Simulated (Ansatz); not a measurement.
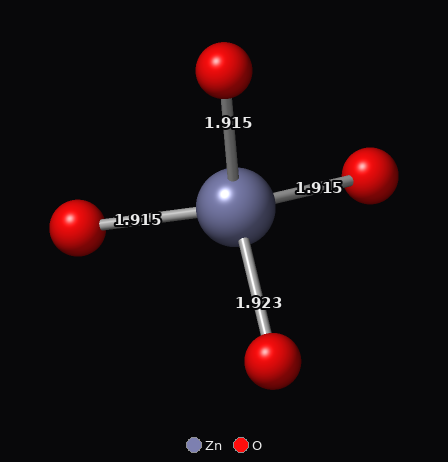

The surroundings of site Zn1 (at 0.333, 0.667, 0.810) in ZnO (P6_3mc), with bond lengths in Å.

The cell is taken from the geometry relaxed at fixed volume with DFT PBE, scalar-relativistic, plane waves, PAW in Ansatz 0.2.0; the starting structure was generated, so it need not be a known form of this composition.

```
CELL_PARAMETERS angstrom
3.14309 0.00000 0.00000
-1.57154 2.72200 0.00000
0.00000 0.00000 5.07151
ATOMIC_POSITIONS crystal
Zn 0.33333 0.66667 0.81045
Zn 0.66667 0.33333 0.31045
O 0.66667 0.33333 0.68956
O 0.33333 0.66667 0.18956
```

Bond valence s = exp((R0 − d)/b), R0 fitted to published crystal structures with b = 0.37 Å; R0 in Å: Zn2+–O 1.689.

**Calculate the bond-valence sum of Zn1 from the bonds drawn.**

3 × 0.543 + 1 × 0.531 = 2.16 v.u., against a formal valence of 2: overbonded (bonds short for this ion) by 0.16.

**And over the whole structure?**

```csv
site,"x, y, z",formal valence,bond-valence sum,difference
Zn1,"0.333, 0.667, 0.810",+2,2.22,0.22
O1,"0.667, 0.333, 0.690",−2,2.22,0.22
```

These sums include all anions within 5 Å. The global instability index (root mean square of the differences over all atoms) is 0.22 v.u.: above 0.2, which by the usual rule of thumb marks a strained structure. Cells relaxed with PBE tend to have slightly long bonds, which lowers the sums.
